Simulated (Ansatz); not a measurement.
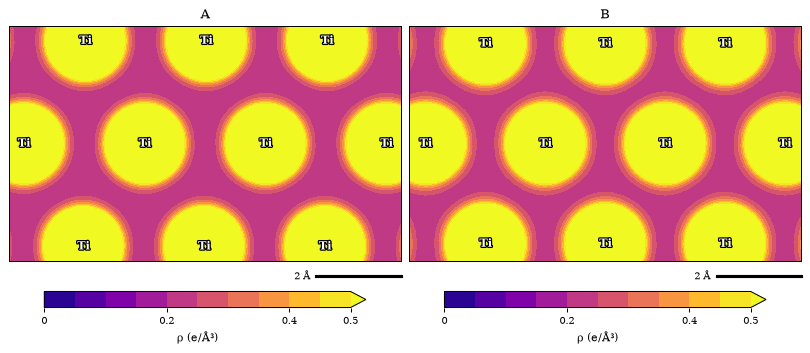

Ti. The valence charge density (pseudo) of two cells that differ in size and shape, on the (010) plane of each (indices in the axes of the calculation cell), at one length scale and on one colour scale; one has 15.2 and the other 16.0 Å³ an atom.

Computed with Ansatz 0.2.0, DFT LDA, scalar-relativistic, plane waves, PAW.

Which panel shows the smaller cell, and what does the compression change?

Answer. Panel B is the smaller cell, by 5 % in volume. From the larger cell to the smaller, Ti–Ti goes from 2.83 to 2.76 Å, and the density at its midpoint from 0.21 to 0.22 e/Å³; the pressure goes from 0.1 to 7 GPa.

PAW datasets: the set soft_1.
